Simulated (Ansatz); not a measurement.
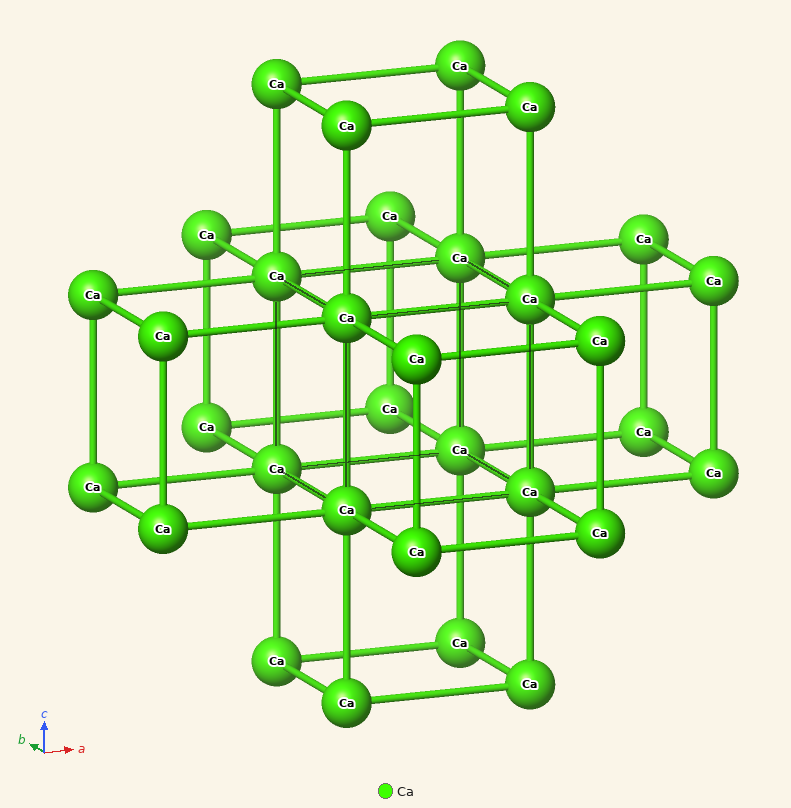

Structure drawing (ball-and-stick), viewed slightly off an axis. The parallelepiped is the simulation cell. Outside the box, the atoms bonded to those within are drawn.

Input deck:
```yaml
crystal:
  lattice:
    - [3.48865634, 0.0, 0.0]
    - [0.0, 3.2270071145, 0.0]
    - [0.0, 0.0, 3.48865634]
  atoms:
    - { symbol: Ca, position: [0.0, 0.0, 0.0] }
basis:
  ecutwfc: 420
kpoints:
  mp_grid: { grid: [14, 14, 14] }
hamiltonian:
  xc: pbe
scf:
  occupations: { method: gaussian, width: 0.15 }
output:
  forces: true
  stress: true
  eigenvalues: true
```

Calculation details: Ansatz 0.2.0, DFT PBE, scalar-relativistic, plane waves, PAW; plane waves up to 420 eV, 14×14×14 k-points, Gaussian smearing of 0.15 eV, no spin polarisation.

Predict the gap.

A metal: bands cross the Fermi level.

Which way would the volume go on relaxing?

The computed pressure is 1.5 GPa (compressed: it would expand). The stress isn't hydrostatic: its largest component is 5.5 GPa.

The model was built from a structure listed in the Materials Project. The cell was then strained or its atoms displaced on purpose. It was run through Ansatz as a DFT input.
